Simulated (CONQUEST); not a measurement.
# GaN: 7 runs along one coordinate

System: GaN (8 atoms in the cell).
Method: Kohn-Sham DFT of a periodic cell, LDA, PseudoDojo NC LDA, no spin polarisation (CONQUEST 1.3).

The 7 runs differ only in the geometry, by an even scaling of the cell at fixed fractional positions. The structure derives from an entry of the Crystallography Open Database.

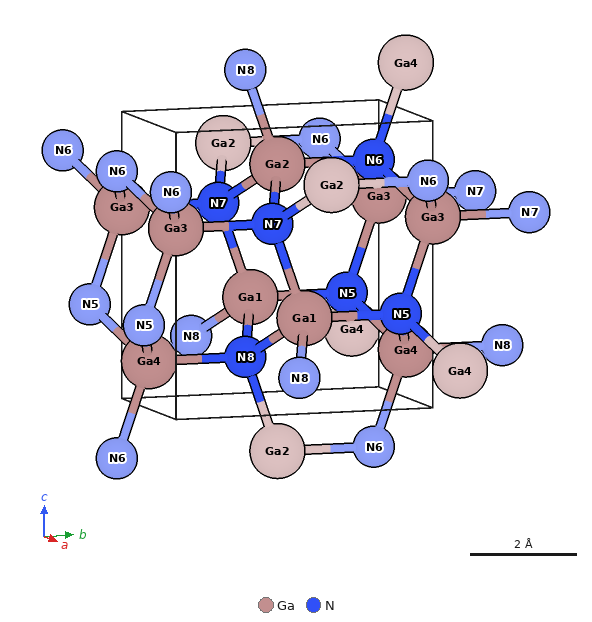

Figure 1. The structure of run 4 (ball-and-stick view of the cell of the calculation, seen slightly off an axis; neighbours outside the cell are drawn fainter; atoms are numbered from 1 in the order of the input).

## Input of run 4
```
IO.Title GaN
IO.Coordinates coords.dat
IO.FractionalAtomicCoords T
IO.Iprint 2
IO.Iprint_init 1
General.NumberOfSpecies 2
General.PseudopotentialType hamann
AtomMove.TypeOfRun static
AtomMove.FullStress T
Grid.PointsAlongX 36
Grid.PointsAlongY 60
Grid.PointsAlongZ 60
DM.SolutionMethod diagon
Diag.MPMesh T
Diag.GammaCentred T
Diag.MPMeshX 6
Diag.MPMeshY 4
Diag.MPMeshZ 4
Diag.kT 0.00183747
minE.SCTolerance 1e-6
SC.MaxIters 100
IO.AtomChargeOutput T
%block ChemicalSpeciesLabel
1 69.720 Ga
2 14.010 N
%endblock
```

Command:
```bash
Conquest
```

Lattice vectors (Å) and fractional positions of run 4:
```
   3.180000    0.000000    0.000000
   0.000000    5.166000    0.000000
   0.000000    0.000000    5.507922
Ga  0.000000  0.500000  0.333333
Ga  0.500000  0.500000  0.833333
Ga  0.000000  0.000000  0.666667
Ga  0.500000  0.000000  0.166667
N   0.000000  0.875000  0.333333
N   0.500000  0.875000  0.833333
N   0.000000  0.375000  0.666667
N   0.500000  0.375000  0.166667
```

Run 2 has the same physical settings and fractional positions; its lattice vectors (Å) are:
```
   3.137022    0.000000    0.000000
   0.000000    5.096181    0.000000
   0.000000    0.000000    5.433481
```

## Results, with one run withheld

```csv
run,volume per atom (Å³),"free energy per atom, from the lowest run given (meV)",pressure (GPa),gap on the mesh (eV)
1,10.632,24.25,13.24,2.56
2,10.858,?,?,?
3,11.084,1.40,3.07,2.25
4,11.310,0.00,−0.93,2.10
5,11.537,3.96,−4.53,1.95
6,11.763,12.58,−7.75,1.80
7,11.989,25.65,−10.61,1.66
```

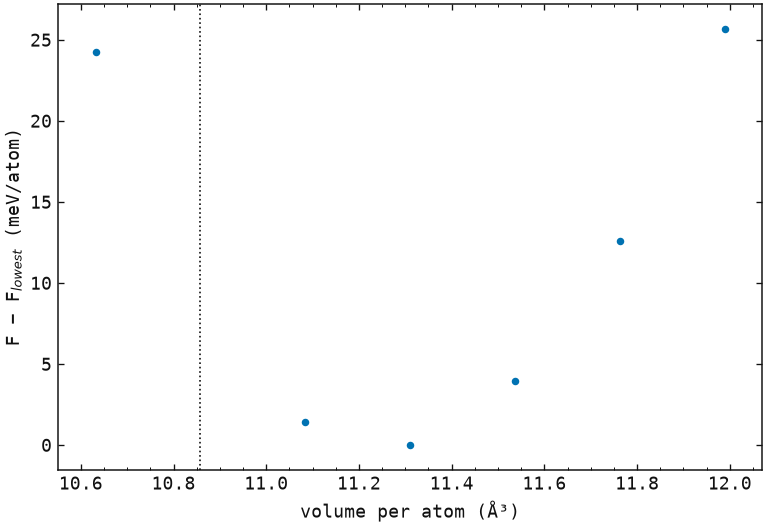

Figure 2. Free energy per atom of the runs given; the dotted line marks run 2.

What should run 2 give?

A cubic polynomial in V^(−2/3) (the Birch–Murnaghan form), fitted to the 6 runs given, misses them by at most 0.10 meV per atom. With x = V^(−2/3) − 0.19776 Å⁻², it reads F = 0.48755 − 1061.8 x + 3.9118e+05 x² + 1.7102e+06 x³ (meV per atom). At run 2 it gives 9.27 meV per atom, and the run itself gives 9.22. The slope of the fit gives a pressure −dF/dV of 7.96 GPa there, and the run prints 7.93 GPa. The fit has its minimum at 11.256 Å³ per atom, where V d²F/dV² gives 200 GPa. Cell shape and fractional positions are held, so this is the stiffness under even scaling; the relaxed bulk modulus wasn't computed. The gap on the mesh goes, without turning, from 2.56 eV in run 1 to 1.66 eV in run 7; run 2 has 2.40 eV. These are gaps of this functional on this mesh, which can miss the band edges; they aren't the measured gap.

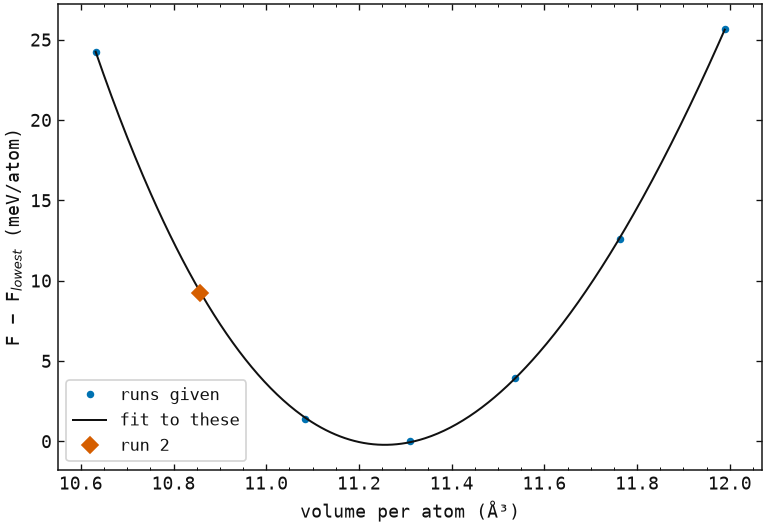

Figure 3. The fit and the withheld run.

## Some lines of the output (run 2)
```
[...]
      Using Fermi-Dirac smearing
          DFT Total Energy                 :      -346.518229307991533 Ha
          DFT Total Energy                 :      -346.922858769012350 Ha
          DFT Total Energy                 :      -347.009198354824150 Ha
          DFT Total Energy                 :      -347.009569896378139 Ha
          DFT Total Energy                 :      -347.009580806347515 Ha
          DFT Total Energy                 :      -347.009580877584938 Ha
          DFT Total Energy                 :      -347.009580878499378 Ha
      |* DFT total energy        =      -347.009580878499378 Ha
    force: Average pressure:      7.93362740 GPa
```

Notes: With a small basis of atomic orbitals these values can differ much from converged plane-wave results.
